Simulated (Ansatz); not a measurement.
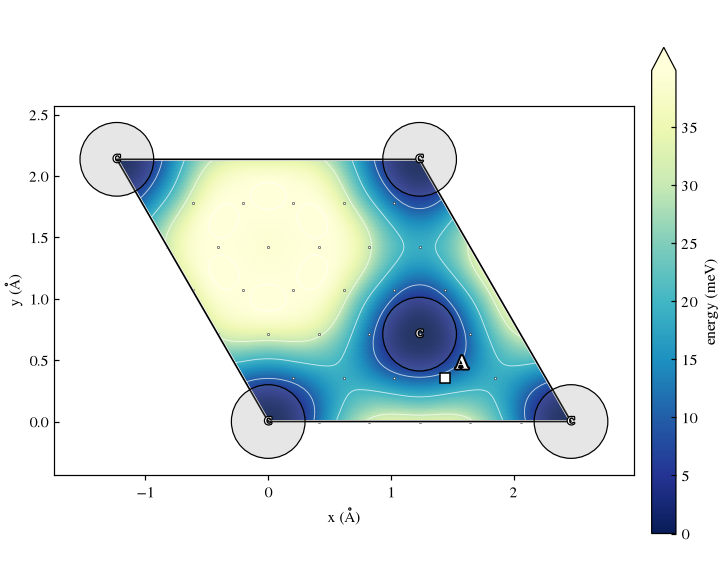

Cl on a two-dimensional sheet of C (8 atoms of substrate and one adsorbate in a 2 × 2 cell). Cl is moved over the surface cell; relaxed at each place: the height of the adsorbate's atoms; substrate rigid; the origin of the map has the adsorbate above C1. Places are given modulo a cell vector. The map is drawn in real space over the plane of the surface. The scan uses a 6 × 6 grid; 7 points were computed and 29 follow by symmetry. Places are given in fractions of the 1 × 1 surface cell. Energies: meV, counted from the lowest grid point. Computed with DFT PBE+D3(BJ), scalar-relativistic, plane waves, PAW (Ansatz 0.2.0). Settings: cutoff 420 eV, k-mesh 6×6×1, gaussian smearing 0.1 eV, spin-polarised.

Drawn: a smooth colour map with a few white contour lines, dots at the grid points, labelled circles for the atoms of the top layer, the outline of one cell of the plane, one colour for all values above the top of the scale, the point A. Between grid points the surface is interpolated.

### Which way does the force act at A, and how strong is it?

A, at (4/6, 1/6) of the cell vectors, is not a stationary point. The computed force is 0.057 eV/Å in the plane, pointing up in the picture (components −0.017 and 0.054 eV/Å).

PAW datasets: the set soft_1.
